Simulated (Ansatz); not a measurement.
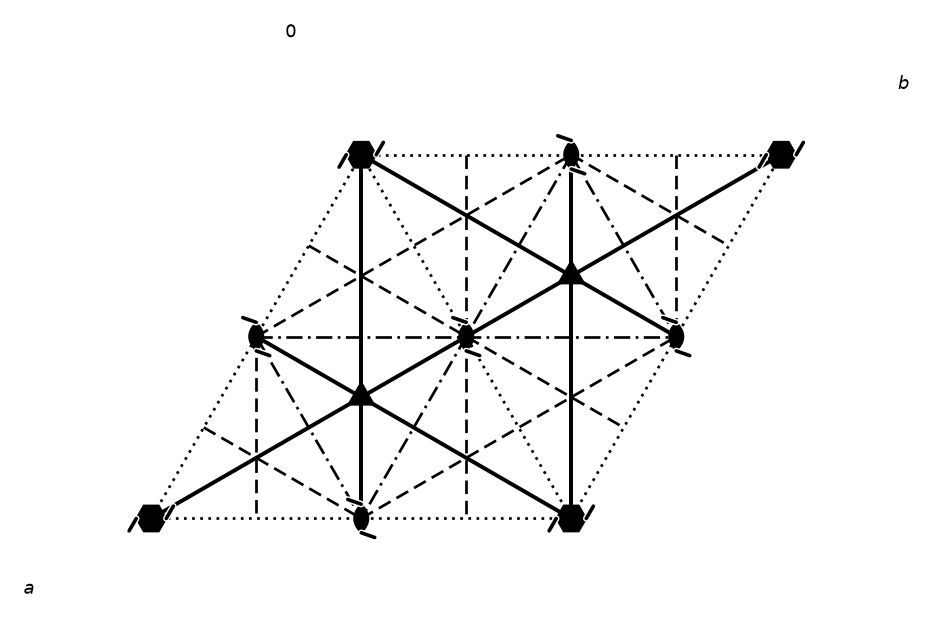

Symmetry elements of a space group, projected down c, computed from the operations of a computed or model structure of composition TaN.

Graphical symbols as in the International Tables (origin upper left, heights as fractions; handed screw axes are marked by their printed symbols).

**Identify the space group.**

P6₃mc, No. 186; primitive hexagonal, point group 6mm, 12 general positions a cell.

**List the elements shown.**

6₃ axes along c at (0, 0); 3 axes along c at (1/3, 2/3), (2/3, 1/3); 2₁ axes along c at (0, 1/2), (1/2, 0), (1/2, 1/2); mirror planes holding c and [1 2 0] or [2 1 0] or [−1 1 0]; in-plane glide planes holding c and [1 2 0] or [2 1 0] or [−1 1 0]; c glide planes normal to a*, at x = 0; n glide planes normal to a*, at x = 1/2; c glide planes normal to b*, at y = 0; n glide planes normal to b*, at y = 1/2; c glide planes holding c and [1 1 0]; diagonal glide planes holding c and [1 1 0]. Heights repeat every half period; positions are (a, b) fractions, modulo 1.
